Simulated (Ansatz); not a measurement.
Consider WS2.

The calculation's input:

```
crystal:
  lattice:
    - [6.375494673, 3.6808935657, 7.4744489262]
    - [-6.375494673, 3.6808935657, 7.4744489262]
    - [0.0, -7.3617871314, 7.4744489262]
  atoms:
    - { symbol: W, position: [0.0006774492, 0.2506774492, 0.7506774492] }
    - { symbol: W, position: [0.0006774492, 0.5006774492, 0.5006774492] }
    - { symbol: W, position: [0.0006774492, 0.7506774492, 0.2506774492] }
    - { symbol: W, position: [0.2506774492, 0.0006774492, 0.7506774492] }
    - { symbol: W, position: [0.0006774492, 0.0006774492, 0.0006774492] }
    - { symbol: W, position: [0.2506774492, 0.2506774492, 0.5006774492] }
    - { symbol: W, position: [0.2506774492, 0.5006774492, 0.2506774492] }
    - { symbol: W, position: [0.5006774492, 0.7506774492, 0.7506774492] }
    - { symbol: W, position: [0.2506774492, 0.7506774492, 0.0006774492] }
    - { symbol: W, position: [0.5006774492, 0.0006774492, 0.5006774492] }
    - { symbol: W, position: [0.5006774492, 0.2506774492, 0.2506774492] }
    - { symbol: W, position: [0.7506774492, 0.5006774492, 0.7506774492] }
    - { symbol: W, position: [0.5006774492, 0.5006774492, 0.0006774492] }
    - { symbol: W, position: [0.7506774492, 0.7506774492, 0.5006774492] }
    - { symbol: W, position: [0.7506774492, 0.0006774492, 0.2506774492] }
    - { symbol: W, position: [0.7506774492, 0.2506774492, 0.0006774492] }
    - { symbol: S, position: [0.4040742748, 0.6540742748, 0.1540742748] }
    - { symbol: S, position: [0.4040742748, 0.9040742748, 0.9040742748] }
    - { symbol: S, position: [0.4040742748, 0.1540742748, 0.6540742748] }
    - { symbol: S, position: [0.6540742748, 0.4040742748, 0.1540742748] }
    - { symbol: S, position: [0.4040742748, 0.4040742748, 0.4040742748] }
    - { symbol: S, position: [0.6540742748, 0.6540742748, 0.9040742748] }
    - { symbol: S, position: [0.6540742748, 0.9040742748, 0.6540742748] }
    - { symbol: S, position: [0.9040742748, 0.1540742748, 0.1540742748] }
    - { symbol: S, position: [0.6540742748, 0.1540742748, 0.4040742748] }
    - { symbol: S, position: [0.9040742748, 0.4040742748, 0.9040742748] }
    - { symbol: S, position: [0.9040742748, 0.6540742748, 0.6540742748] }
    - { symbol: S, position: [0.1540742748, 0.9040742748, 0.1540742748] }
    - { symbol: S, position: [0.9040742748, 0.9040742748, 0.4040742748] }
    - { symbol: S, position: [0.1540742748, 0.1540742748, 0.9040742748] }
    - { symbol: S, position: [0.1540742748, 0.4040742748, 0.6540742748] }
    - { symbol: S, position: [0.1540742748, 0.6540742748, 0.4040742748] }
    - { symbol: S, position: [0.263948276, 0.513948276, 0.013948276] }
    - { symbol: S, position: [0.263948276, 0.763948276, 0.763948276] }
    - { symbol: S, position: [0.263948276, 0.013948276, 0.513948276] }
    - { symbol: S, position: [0.513948276, 0.263948276, 0.013948276] }
    - { symbol: S, position: [0.263948276, 0.263948276, 0.263948276] }
    - { symbol: S, position: [0.513948276, 0.513948276, 0.763948276] }
    - { symbol: S, position: [0.513948276, 0.763948276, 0.513948276] }
    - { symbol: S, position: [0.763948276, 0.013948276, 0.013948276] }
    - { symbol: S, position: [0.513948276, 0.013948276, 0.263948276] }
    - { symbol: S, position: [0.763948276, 0.263948276, 0.763948276] }
    - { symbol: S, position: [0.763948276, 0.513948276, 0.513948276] }
    - { symbol: S, position: [0.013948276, 0.763948276, 0.013948276] }
    - { symbol: S, position: [0.763948276, 0.763948276, 0.263948276] }
    - { symbol: S, position: [0.013948276, 0.013948276, 0.763948276] }
    - { symbol: S, position: [0.013948276, 0.263948276, 0.513948276] }
    - { symbol: S, position: [0.013948276, 0.513948276, 0.263948276] }
basis:
  ecutwfc: 420
  xc_grid: 2
kpoints:
  mp_grid: { grid: [2, 2, 2], shift: [0.5, 0.5, 0.5] }
hamiltonian:
  xc: pbe
scf:
  occupations: { method: gaussian, width: 0.01 }
output:
  forces: true
  stress: true
  eigenvalues: true
  write_density: true
  write_potential: true
  elf: true
  volumetric_format: npy
```

Command:

```sh
ansatz run input.yaml --threads 4 --pin off --max-ram 6144MiB --backend cpu --events-out ev --progress --plain --runs-dir out
```

Space group R3m; a structure from a database of computed crystals, not necessarily the ambient phase.

All numbers below come from DFT PBE, scalar-relativistic, plane waves, PAW (Ansatz).

What will maps of the valence pseudo-density and electron localisation function show?

Answer. W–S (2.42 Å): ρ at the midpoint is about 0.62 e/Å³; the ELF peaks at about 0.85 in the valence shell of S, 0.8 Å from its nucleus, and is about 0.50 at the midpoint.

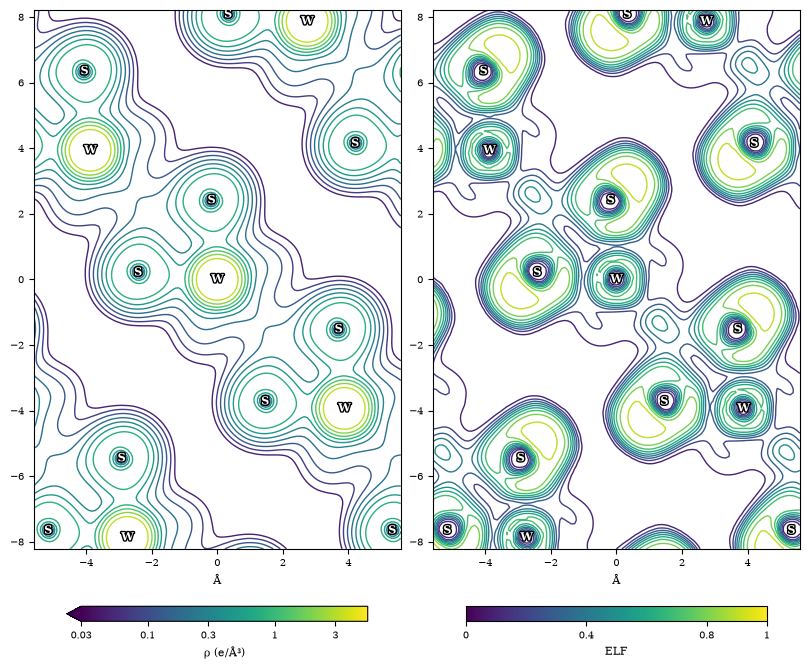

Computed valence pseudo-density and electron localisation function on the (11̄0) plane of the calculation cell, in this order. 

The density is the valence pseudo-density of a PAW calculation; it isn't the true density close to the nuclei.
